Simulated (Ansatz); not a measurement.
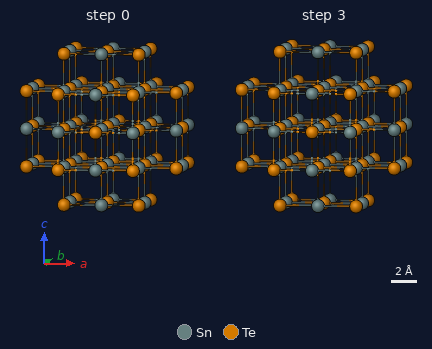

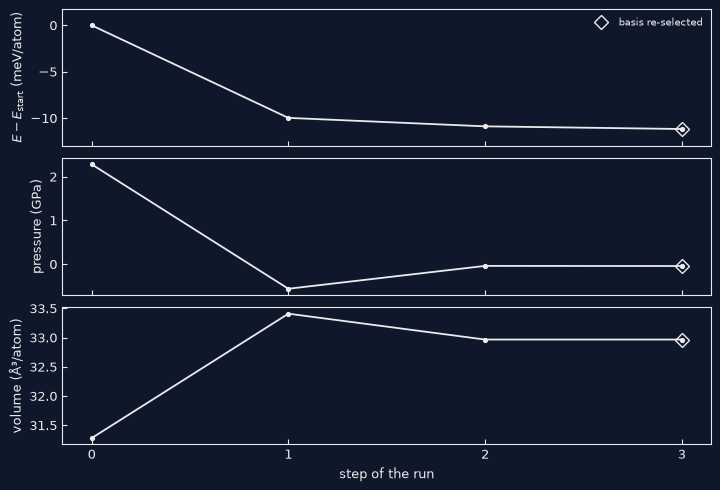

First and last geometry of a relaxation of crystalline SnTe (set up in Fm-3m), with the history of the run. Style: ball-and-stick. Shown: the conventional cell (4 times the calculation's cell), from a free direction. Lengths and directions refer to the drawn axes.

These are results of Ansatz 0.2.0, DFT PBE, scalar-relativistic, plane waves, PAW, not measurements. (plane-wave cutoff 420 eV; k-point mesh 10 × 10 × 10; occupations gaussian; smearing width 0.01 eV; no spin polarisation; cell and atoms relaxed; force threshold 0.005 eV/Å; at most 80 steps)

### Read the history and describe the run.

It converged. No atom moves by more than 0.005 Å relative to the cell. Cell: a = b = c 6.302 → 6.413 Å (+1.8 %). Volume +5.4 %. Among the contacts that change: Sn–Te 3.151 → 3.206 Å. The space group stays Fm-3m (No. 225). The energy falls by 11.2 meV per atom in 2 accepted moves (3 points after the start). All forces vanish by symmetry, so only the cell relaxes. Pressure: 2.28 GPa at the start and −0.04 GPa at the end. At 1 point the geometry stayed and the basis and grid were re-selected for the new cell (energy shift of 0.3 meV per atom at most each time).
